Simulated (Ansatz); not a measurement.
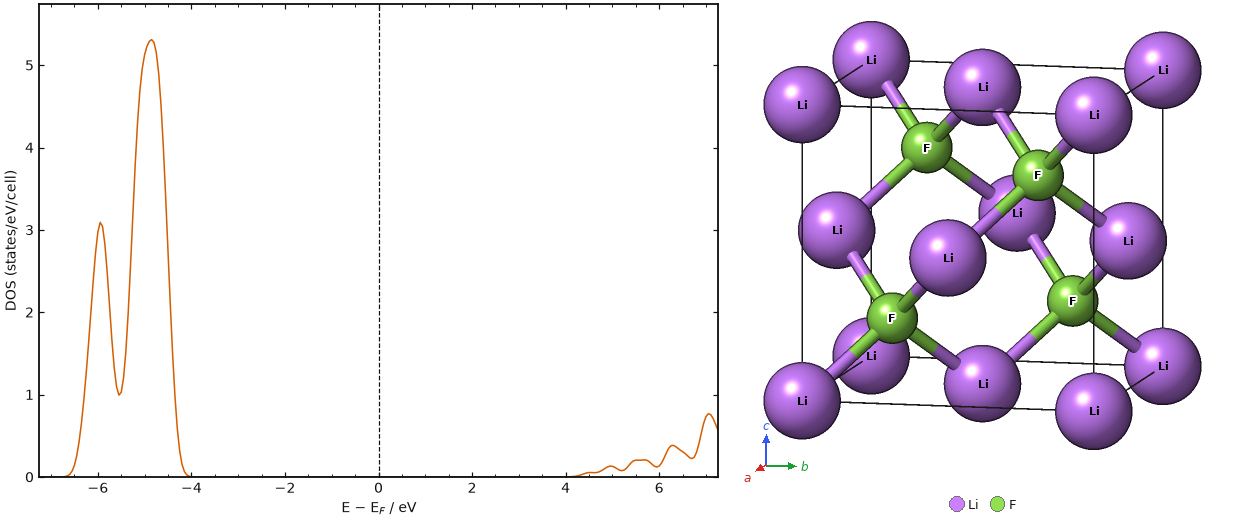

Density of states of LiF, space group F-43m, 2 atoms in the cell, zincblende type, beside the structure. Computed with Ansatz: DFT, r2SCAN+rVV10, plane waves, PAW, no spin polarisation, 12×12×12 k mesh, 500 eV cutoff, Fermi-Dirac smearing of 0.03 eV. Energies are counted from the Fermi level. The curve is built from the levels of the k mesh with Gaussians 0.3 eV wide, which also blur the band edges.

There is a gap; over the k points computed it is 8.63 eV (direct among those points). The upper group of valence states starts about 2.0 eV under the valence-band top (which lies at −4.4 eV on this axis), with a gap beneath it; it holds about 6 electrons a cell. Within the window shown, the tallest peak of the filled states lies 0.5 eV under the valence-band top, at about 5.3 states per eV and cell.
